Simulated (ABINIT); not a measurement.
# Geometry relaxation, with input and output: Zr (part 2 of 3)

The same run, continued: Zr (2 atoms in the cell); Kohn-Sham DFT of a periodic cell, PBE with D3, JTH PAW PBE v2.0, no spin polarisation (ABINIT 10.8.3); cutoff 462.59 eV, 9×9×5 k-mesh, fermi-dirac of 0.05 eV. The structure derives from an entry of the Crystallography Open Database.

Geometry of the input (Å; fractional positions):
```
3.2320  0.0000  0.0000
-1.6160  2.7990  0.0000
0.0000  0.0000  5.1470
Zr 0.6667  0.3333  0.7500
Zr 0.3333  0.6667  0.2500
```

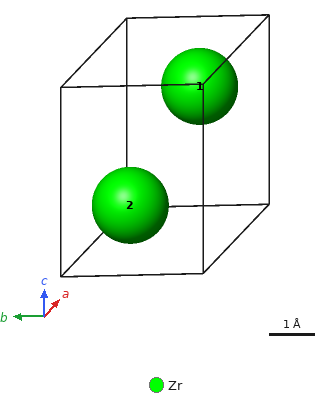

*The structure as given in the input (spheres-only view of the cell of the calculation, seen at an oblique angle; atoms are numbered from 1 in the order of the input). An atom can appear more than once, as a periodic image.*

What the program printed, continued:
```
 Cartesian components of stress tensor (hartree/bohr^3)
  sigma(1 1)=  8.48308720E-05  sigma(3 2)=  0.00000000E+00
  sigma(2 2)=  8.48308717E-05  sigma(3 1)=  0.00000000E+00
  sigma(3 3)=  6.04778835E-05  sigma(2 1)=  0.00000000E+00

--- !ResultsGS
iteration_state: {dtset: 1, itime: 2, icycle: 1, }
comment   : Summary of ground state results
lattice_vectors:
- [  6.0867332,   0.0000000,   0.0000000, ]
- [ -3.0433666,   5.2712656,   0.0000000, ]
- [  0.0000000,   0.0000000,   9.7001572, ]
lattice_lengths: [   6.08673,    6.08673,    9.70016, ]
lattice_angles: [ 90.000,  90.000, 120.000, ] # degrees, (23, 13, 12)
lattice_volume:   3.1122748E+02
convergence: {deltae: -1.847E-13, res2:  6.302E-12, residm:  5.615E-05, diffor: null, }
etotal    :  -9.50522435E+01
entropy   :   0.00000000E+00
fermie    :   4.14912239E-01
cartesian_stress_tensor: # hartree/bohr^3
- [  8.48308720E-05,   0.00000000E+00,   0.00000000E+00, ]
- [  0.00000000E+00,   8.48308717E-05,   0.00000000E+00, ]
- [  0.00000000E+00,   0.00000000E+00,   6.04778835E-05, ]
pressure_GPa:  -2.2570E+00
xred      :
- [  6.6667E-01,   3.3333E-01,   7.5000E-01, Zr]
- [  3.3333E-01,   6.6667E-01,   2.5000E-01, Zr]
cartesian_forces: # hartree/bohr
- [ -2.21189688E-29,  -1.27703926E-29,  -0.00000000E+00, ]
- [  2.21189688E-29,   1.27703926E-29,  -0.00000000E+00, ]
force_length_stats: {min:   2.55407852E-29, max:   2.55407852E-29, mean:   2.55407852E-29, }
...

 Integrated electronic density in atomic spheres:
 ------------------------------------------------
 Atom  Sphere_radius  Integrated_density
    1        2.22030          9.04261349
    2        2.22030          9.04261349

---OUTPUT-----------------------------------------------------------------------

 Cartesian coordinates (xcart) [bohr]
  3.04336658535120E+00  1.75708851732680E+00  7.27511787704983E+00
 -1.96271373133990E-16  3.51417703465360E+00  2.42503929234994E+00
 Reduced coordinates (xred)
  6.66666666666666E-01  3.33333333333333E-01  7.50000000000000E-01
  3.33333333333333E-01  6.66666666666666E-01  2.50000000000000E-01
 Cartesian forces (fcart) [Ha/bohr]; max,rms= 2.21190E-29 1.47460E-29 (free atoms)
 -2.21189688100264E-29 -1.27703925964362E-29 -0.00000000000000E+00
  2.21189688100264E-29  1.27703925964362E-29 -0.00000000000000E+00
 Gradient of E wrt nuclear positions in reduced coordinates (gred)
  1.34632261157719E-28  6.48845890855124E-45  0.00000000000000E+00
 -1.34632261157719E-28 -6.48845890855124E-45 -0.00000000000000E+00
 Scale of Primitive Cell (acell) [bohr]
  6.08673317070240E+00  6.08673317078443E+00  9.70015716939978E+00
 Real space primitive translations (rprimd) [bohr]
  6.08673317070240E+00  0.00000000000000E+00  0.00000000000000E+00
 -3.04336658535120E+00  5.27126555198040E+00  0.00000000000000E+00
  0.00000000000000E+00  0.00000000000000E+00  9.70015716939978E+00
 Unitary Cell Volume (ucvol) [Bohr^3]=  3.11227475548851E+02
 Angles (23,13,12)= [degrees]
  9.00000000000000E+01  9.00000000000000E+01  1.19999999999554E+02
 Lengths [Bohr]
  6.08673317070240E+00  6.08673317078443E+00  9.70015716939978E+00
 Stress tensor in cartesian coordinates (strten) [Ha/bohr^3]
  8.48308720022509E-05  0.00000000000000E+00  0.00000000000000E+00
  0.00000000000000E+00  8.48308717213975E-05  0.00000000000000E+00
  0.00000000000000E+00  0.00000000000000E+00  6.04778835464276E-05
 Total energy (etotal) [Ha]= -9.50522434894817E+01

 Difference of energy with previous step (new-old):
           Absolute (Ha)=-2.76217E-04
           Relative     =-2.90595E-06

--- Iteration: ( 3/60) Internal Cycle: (1/1)
--------------------------------------------------------------------------------

---SELF-CONSISTENT-FIELD CONVERGENCE--------------------------------------------

--- !BeginCycle
iteration_state: {dtset: 1, itime: 3, icycle: 1, }
solver: {iscf: 17, nstep: 100, nline: 4, wfoptalg: 10, }
tolerances: {tolvrs: 1.00E-09, }
...

     iter   Etot(hartree)      deltaE(h)  residm     nres2
 ETOT  1  -95.056166806858    -9.506E+01 3.925E-04 1.032E+00
 ETOT  2  -95.052497894342     3.669E-03 1.563E-04 3.958E-02
 ETOT  3  -95.052535132867    -3.724E-05 3.274E-06 6.189E-03
 ETOT  4  -95.052541589135    -6.456E-06 7.879E-06 2.402E-05
 ETOT  5  -95.052541638696    -4.956E-08 2.310E-06 9.339E-07
 ETOT  6  -95.052541642290    -3.594E-09 5.679E-06 1.064E-07
 ETOT  7  -95.052541642384    -9.422E-11 1.910E-06 1.891E-08
 ETOT  8  -95.052541642384     7.248E-13 4.514E-06 3.425E-11

 At SCF step    8       nres2   =  3.43E-11 < tolvrs=  1.00E-09 =>converged.

 Cartesian components of stress tensor (hartree/bohr^3)
  sigma(1 1)=  4.96212302E-06  sigma(3 2)=  0.00000000E+00
  sigma(2 2)=  4.96212273E-06  sigma(3 1)=  0.00000000E+00
  sigma(3 3)= -1.83690089E-05  sigma(2 1)=  0.00000000E+00

--- !ResultsGS
iteration_state: {dtset: 1, itime: 3, icycle: 1, }
comment   : Summary of ground state results
lattice_vectors:
- [  6.0313478,   0.0000000,   0.0000000, ]
- [ -3.0156739,   5.2233004,   0.0000000, ]
- [  0.0000000,   0.0000000,   9.6372445, ]
lattice_lengths: [   6.03135,    6.03135,    9.63724, ]
lattice_angles: [ 90.000,  90.000, 120.000, ] # degrees, (23, 13, 12)
lattice_volume:   3.0360733E+02
convergence: {deltae:  7.248E-13, res2:  3.425E-11, residm:  4.514E-06, diffor: null, }
etotal    :  -9.50525416E+01
entropy   :   0.00000000E+00
fermie    :   4.27193407E-01
cartesian_stress_tensor: # hartree/bohr^3
- [  4.96212302E-06,   0.00000000E+00,   0.00000000E+00, ]
- [  0.00000000E+00,   4.96212273E-06,   0.00000000E+00, ]
- [  0.00000000E+00,   0.00000000E+00,  -1.83690089E-05, ]
pressure_GPa:   8.2818E-02
xred      :
- [  6.6667E-01,   3.3333E-01,   7.5000E-01, Zr]
- [  3.3333E-01,   6.6667E-01,   2.5000E-01, Zr]
cartesian_forces: # hartree/bohr
- [ -3.34831285E-29,   6.44383108E-30,  -0.00000000E+00, ]
- [  3.34831285E-29,  -6.44383108E-30,  -0.00000000E+00, ]
force_length_stats: {min:   3.40975490E-29, max:   3.40975490E-29, mean:   3.40975490E-29, }
...

 Integrated electronic density in atomic spheres:
 ------------------------------------------------
 Atom  Sphere_radius  Integrated_density
    1        2.22030          9.05469980
    2        2.22030          9.05469980

---OUTPUT-----------------------------------------------------------------------

 Cartesian coordinates (xcart) [bohr]
  3.01567387783612E+00  1.74110012518809E+00  7.22793336532444E+00
 -4.10677841678983E-17  3.48220025037619E+00  2.40931112177481E+00
 Reduced coordinates (xred)
  6.66666666666666E-01  3.33333333333333E-01  7.50000000000000E-01
  3.33333333333333E-01  6.66666666666666E-01  2.50000000000000E-01
 Cartesian forces (fcart) [Ha/bohr]; max,rms= 3.34831E-29 1.96862E-29 (free atoms)
 -3.34831284677051E-29  6.44383107793101E-30 -0.00000000000000E+00
  3.34831284677051E-29 -6.44383107793101E-30 -0.00000000000000E+00
 Gradient of E wrt nuclear positions in reduced coordinates (gred)
  2.01948391736579E-28 -1.34632261157719E-28 -0.00000000000000E+00
 -2.01948391736579E-28  1.34632261157719E-28 -0.00000000000000E+00
 Scale of Primitive Cell (acell) [bohr]
  6.03134775567225E+00  6.03134775575353E+00  9.63724448709925E+00
 Real space primitive translations (rprimd) [bohr]
  6.03134775567225E+00  0.00000000000000E+00  0.00000000000000E+00
 -3.01567387783612E+00  5.22330037556428E+00  0.00000000000000E+00
  0.00000000000000E+00  0.00000000000000E+00  9.63724448709925E+00
 Unitary Cell Volume (ucvol) [Bohr^3]=  3.03607326800929E+02
 Angles (23,13,12)= [degrees]
  9.00000000000000E+01  9.00000000000000E+01  1.19999999999554E+02
 Lengths [Bohr]
  6.03134775567225E+00  6.03134775575353E+00  9.63724448709925E+00
 Stress tensor in cartesian coordinates (strten) [Ha/bohr^3]
  4.96212302341162E-06  0.00000000000000E+00  0.00000000000000E+00
  0.00000000000000E+00  4.96212273130847E-06  0.00000000000000E+00
  0.00000000000000E+00  0.00000000000000E+00 -1.83690088728788E-05
 Total energy (etotal) [Ha]= -9.50525416423835E+01

 Difference of energy with previous step (new-old):
           Absolute (Ha)=-2.98153E-04
           Relative     =-3.13672E-06

--- Iteration: ( 4/60) Internal Cycle: (1/1)
--------------------------------------------------------------------------------

---SELF-CONSISTENT-FIELD CONVERGENCE--------------------------------------------

--- !BeginCycle
iteration_state: {dtset: 1, itime: 4, icycle: 1, }
solver: {iscf: 17, nstep: 100, nline: 4, wfoptalg: 10, }
tolerances: {tolvrs: 1.00E-09, }
...

     iter   Etot(hartree)      deltaE(h)  residm     nres2
 ETOT  1  -95.052547555310    -9.505E+01 2.573E-05 8.202E-04
 ETOT  2  -95.052544857949     2.697E-06 5.375E-06 2.749E-05
 ETOT  3  -95.052544816886     4.106E-08 2.398E-06 1.683E-06
 ETOT  4  -95.052544818723    -1.836E-09 5.040E-06 4.531E-08
 ETOT  5  -95.052544818724    -6.395E-13 2.287E-06 8.222E-10

 At SCF step    5       nres2   =  8.22E-10 < tolvrs=  1.00E-09 =>converged.

 Cartesian components of stress tensor (hartree/bohr^3)
  sigma(1 1)=  5.50820550E-06  sigma(3 2)=  0.00000000E+00
  sigma(2 2)=  5.50820521E-06  sigma(3 1)=  0.00000000E+00
  sigma(3 3)= -1.54234128E-05  sigma(2 1)=  0.00000000E+00

--- !ResultsGS
iteration_state: {dtset: 1, itime: 4, icycle: 1, }
comment   : Summary of ground state results
lattice_vectors:
- [  6.0307613,   0.0000000,   0.0000000, ]
- [ -3.0153807,   5.2227925,   0.0000000, ]
- [  0.0000000,   0.0000000,   9.6426381, ]
lattice_lengths: [   6.03076,    6.03076,    9.64264, ]
lattice_angles: [ 90.000,  90.000, 120.000, ] # degrees, (23, 13, 12)
lattice_volume:   3.0371818E+02
convergence: {deltae: -6.395E-13, res2:  8.222E-10, residm:  2.287E-06, diffor: null, }
etotal    :  -9.50525448E+01
entropy   :   0.00000000E+00
fermie    :   4.26978338E-01
cartesian_stress_tensor: # hartree/bohr^3
- [  5.50820550E-06,   0.00000000E+00,   0.00000000E+00, ]
- [  0.00000000E+00,   5.50820521E-06,   0.00000000E+00, ]
- [  0.00000000E+00,   0.00000000E+00,  -1.54234128E-05, ]
pressure_GPa:   4.3219E-02
xred      :
- [  6.6667E-01,   3.3333E-01,   7.5000E-01, Zr]
- [  3.3333E-01,   6.6667E-01,   2.5000E-01, Zr]
cartesian_forces: # hartree/bohr
- [  8.92970248E-29,  -2.57778307E-29,  -0.00000000E+00, ]
- [ -8.92970248E-29,   2.57778307E-29,  -0.00000000E+00, ]
force_length_stats: {min:   9.29432902E-29, max:   9.29432902E-29, mean:   9.29432902E-29, }
...

 Integrated electronic density in atomic spheres:
 ------------------------------------------------
 Atom  Sphere_radius  Integrated_density
    1        2.22030          9.05513549
    2        2.22030          9.05513549

---OUTPUT-----------------------------------------------------------------------

 Cartesian coordinates (xcart) [bohr]
  3.01538066780264E+00  1.74093084029633E+00  7.23197859011415E+00
 -1.89021564127535E-16  3.48186168059267E+00  2.41065953003805E+00
 Reduced coordinates (xred)
  6.66666666666666E-01  3.33333333333333E-01  7.50000000000000E-01
  3.33333333333333E-01  6.66666666666666E-01  2.50000000000000E-01
 Cartesian forces (fcart) [Ha/bohr]; max,rms= 8.92970E-29 5.36608E-29 (free atoms)
  8.92970248136717E-29 -2.57778306565398E-29 -0.00000000000000E+00
 -8.92970248136717E-29  2.57778306565398E-29 -0.00000000000000E+00
 Gradient of E wrt nuclear positions in reduced coordinates (gred)
 -5.38529044630877E-28  4.03896783473158E-28 -0.00000000000000E+00
  5.38529044630877E-28 -4.03896783473158E-28 -0.00000000000000E+00
 Scale of Primitive Cell (acell) [bohr]
  6.03076133560529E+00  6.03076133568657E+00  9.64263812015220E+00
 Real space primitive translations (rprimd) [bohr]
  6.03076133560529E+00  0.00000000000000E+00  0.00000000000000E+00
 -3.01538066780265E+00  5.22279252088900E+00  0.00000000000000E+00
  0.00000000000000E+00  0.00000000000000E+00  9.64263812015220E+00
 Unitary Cell Volume (ucvol) [Bohr^3]=  3.03718176482845E+02
 Angles (23,13,12)= [degrees]
  9.00000000000000E+01  9.00000000000000E+01  1.19999999999554E+02
 Lengths [Bohr]
  6.03076133560529E+00  6.03076133568656E+00  9.64263812015220E+00
 Stress tensor in cartesian coordinates (strten) [Ha/bohr^3]
  5.50820550171589E-06  0.00000000000000E+00  0.00000000000000E+00
  0.00000000000000E+00  5.50820520980530E-06  0.00000000000000E+00
  0.00000000000000E+00  0.00000000000000E+00 -1.54234127648888E-05
 Total energy (etotal) [Ha]= -9.50525448187235E+01

 Difference of energy with previous step (new-old):
           Absolute (Ha)=-3.17634E-06
           Relative     =-3.34167E-08

--- Iteration: ( 5/60) Internal Cycle: (1/1)
--------------------------------------------------------------------------------

---SELF-CONSISTENT-FIELD CONVERGENCE--------------------------------------------

--- !BeginCycle
iteration_state: {dtset: 1, itime: 5, icycle: 1, }
solver: {iscf: 17, nstep: 100, nline: 4, wfoptalg: 10, }
tolerances: {tolvrs: 1.00E-09, }
...

     iter   Etot(hartree)      deltaE(h)  residm     nres2
 ETOT  1  -95.052696149390    -9.505E+01 8.187E-02 4.273E-02
 ETOT  2  -95.052561061110     1.351E-04 4.116E-05 1.421E-03
 ETOT  3  -95.052557295928     3.765E-06 9.080E-05 3.577E-05
 ETOT  4  -95.052557377993    -8.207E-08 1.000E-05 5.938E-07
 ETOT  5  -95.052557378412    -4.190E-10 6.756E-05 2.944E-08
 ETOT  6  -95.052557378475    -6.321E-11 7.900E-06 9.319E-10

 At SCF step    6       nres2   =  9.32E-10 < tolvrs=  1.00E-09 =>converged.

 Cartesian components of stress tensor (hartree/bohr^3)
  sigma(1 1)=  2.16532402E-06  sigma(3 2)=  0.00000000E+00
  sigma(2 2)=  2.16532373E-06  sigma(3 1)=  0.00000000E+00
  sigma(3 3)=  6.14123083E-07  sigma(2 1)=  0.00000000E+00
```
